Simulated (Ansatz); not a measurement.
Consider SiC.

Input

```
crystal:
  lattice:
    - [0.0, -2.1781449855, -2.1781449855]
    - [0.0, 2.1781449855, -2.1781449855]
    - [4.3562899711, 0.0, 0.0]
  atoms:
    - { symbol: Si, position: [0.5, 0.5, 0.5] }
    - { symbol: Si, position: [0.0, 0.0, 0.0] }
    - { symbol: C, position: [0.0, 0.5, 0.25] }
    - { symbol: C, position: [0.5, 0.0, 0.75] }
basis:
  ecutwfc: 500
kpoints:
  mp_grid: { grid: [10, 10, 6] }
hamiltonian:
  xc: r2scan
scf:
  occupations: { method: gaussian, width: 0.05 }
output:
  forces: true
  stress: true
  eigenvalues: true
  write_density: true
  write_potential: true
  elf: true
  volumetric_format: npy
```

Launched as:

```sh
ansatz run input.yaml --threads 2 --pin off --max-ram 5120MiB --backend cpu --events-out ev --progress --plain --runs-dir out
```

Below, planes, directions and counts refer to the conventional cell (a = 4.36 Å, b = 4.36 Å, c = 4.36 Å, α = 90.00°, β = 90.00°, γ = 90.00°).

Space group F-43m.

Method: DFT r2SCAN, scalar-relativistic, plane waves, PAW (Ansatz).

Predict the valence pseudo-density and electron localisation function between the atoms.

Si–C (1.89 Å): ρ is about 0.9 e/Å³ halfway; the ELF peaks at about 0.95 between the atoms (localised, covalent bonding).

Does the calculation give a band gap?

It is gapped, with a Kohn–Sham gap of 1.7 eV on the k-point mesh, an upper bound to the gap of this method.

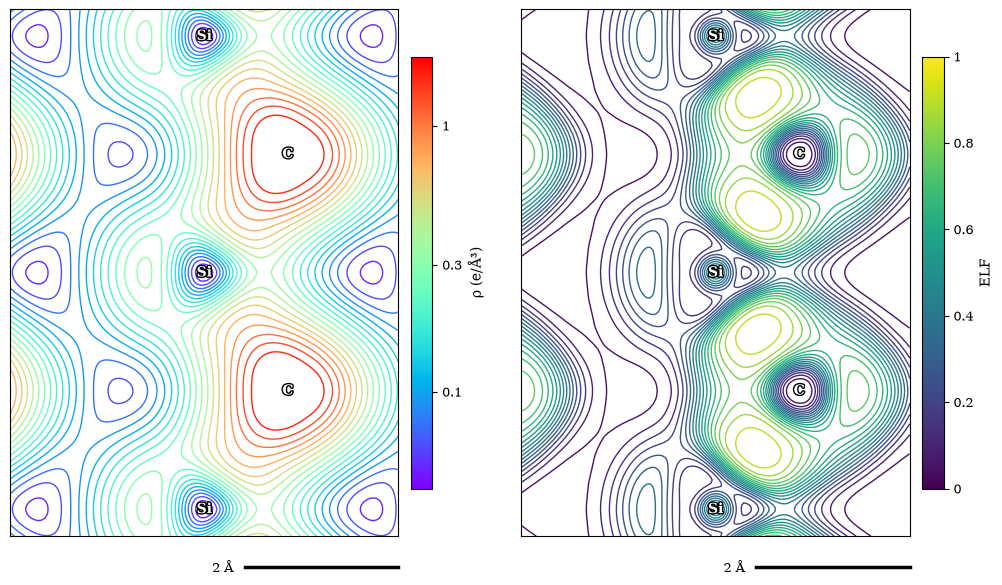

Computed valence pseudo-density and electron localisation function on the (101) plane of the conventional cell, in this order. 

The density is the valence pseudo-density of a PAW calculation; it isn't the true density close to the nuclei.
